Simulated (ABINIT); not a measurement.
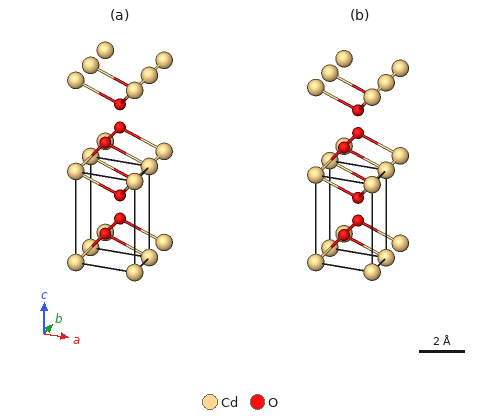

The structure of solid CdO$_{2}$ (set up in P-3m1) before (left) and after (right) a relaxation, at one scale.

The picture is a ball-and-stick view of the cell of the calculation, repeated 1 × 2 × 2 with one cell outlined, seen slightly off an axis.

The run lets cell and atoms move.

Theory: Kohn-Sham DFT of a periodic cell, PBEsol, PseudoDojo NC SR PBEsol v0.4.1 standard in ABINIT 10.8.3.

Input file:
```
# Pseudopotentials
pp_dirpath "./"
pseudos "Cd.upf, O.upf"

# Structure
acell 3.4762295762 3.4762295761 4.148076 Angstrom
rprim
     1.0000000000     0.0000000000     0.0000000000
    -0.5000000000     0.8660254038     0.0000000000
     0.0000000000     0.0000000000     1.0000000000
ntypat 2
znucl 48 8
natom 3
typat 1 2 2
chkprim 0
chksymtnons 0
tolsym 1.0e-6
xred
            0.0            0.0            0.0
            1/3            2/3   0.2442190000
            2/3            1/3   0.7557810000

# Plane-wave basis
ecut 51.0
ecutsm 0.5

# k points
kptopt 1
ngkpt 7 7 5
nshiftk 1
shiftk 0.0 0.0 0.0

# Exchange and correlation
ixc -116133

# Bands and occupations
nband 20
occopt 3
tsmear 0.05 eV

# SCF cycle
nstep 80
tolvrs 1.0e-12

# Output
iomode 3
prteig 0
prtebands 0
prtwf 0
prtden 0

# Relaxation
ionmov 2
optcell 2
ntime 50
tolmxf 2.0e-5
dilatmx 1.08
```

Command:
```bash
abinit run.abi > log 2>&1
```

Describe what moved and what it gained.

The run was cut off at its time limit before the relaxation converged, so the last structure is only a point on the way. After 2 geometry steps the energy has fallen by 0.167 eV per cell of the calculation. The largest force component goes from 0.3 to 0.5 eV/Å. Pressure: −10.41 GPa at the start and 1.82 GPa at the end. The largest moves relative to the cell, 0.008 Å, are those of O atoms. Cd stays in place. Cell: a = b 3.476 → 3.324 Å (−4.4 %), c 4.148 → 3.986 Å (−3.9 %). Volume −12.1 %. Among the contacts that change: Cd–O 2.248 → 2.148 Å. The space group stays P-3m1 (No. 164).

Limits of the set-up: layers or molecules are held without a dispersion correction, so their spacing is unreliable.
